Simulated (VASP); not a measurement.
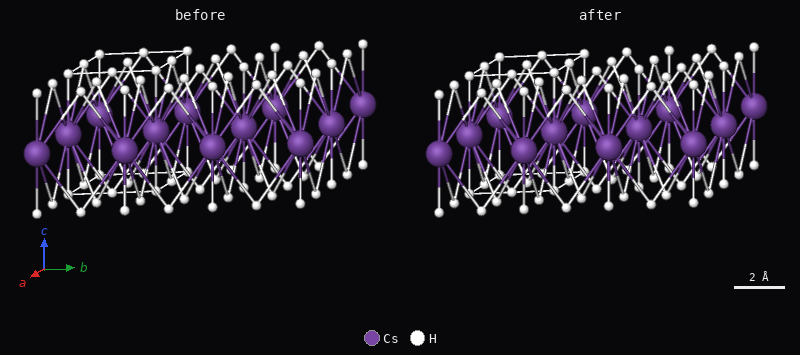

The structure of a crystal of CsH4 (a generated structure, set up in P6/mmm) before (left) and after (right) a relaxation, at one scale.

Style: ball-and-stick. Shown: the cell of the calculation, repeated 2 × 3 × 1 with one cell outlined, slightly off an axis.

The run lets cell and atoms move.

These are results of Kohn-Sham DFT of a periodic cell, LDA, VASP PAW LDA potentials, recommended in VASP, not measurements.

Input
```
ALGO = Normal ; EDIFF = 1E-6
EDIFFG = -0.01 ; ENCUT = 600
IBRION = 2 ; ISIF = 3
ISMEAR = 0 ; LASPH = T
LCHARG = F ; LREAL = F
LWAVE = F ; NELM = 60
NSW = 40 ; PREC = Accurate
SIGMA = 0.05
```

Run as
```bash
cat potpaw_LDA.64/Cs_sv/POTCAR potpaw_LDA.64/H/POTCAR > POTCAR
mpirun -np 1 vasp_std > vasp.out
```

Q: What changed between the two?

A: The energy falls by 10.8 meV per atom in 5 geometry steps. All forces vanish by symmetry, so only the cell relaxes. Pressure: −3.22 GPa at the start and 0.00 GPa at the end. No atom moves by more than 0.005 Å relative to the cell. Cell: a 3.587 → 3.466 Å (−3.4 %), b 3.588 → 3.466 Å (−3.4 %), c 5.004 → 4.892 Å (−2.2 %). Volume −8.7 %. Near-neighbour distances that change, for instance: Cs–Cs 3.588 → 3.466 Å, Cs–H 3.079 → 2.998 Å, Cs–H 2.502 → 2.446 Å. The space group stays P6/mmm (No. 191).
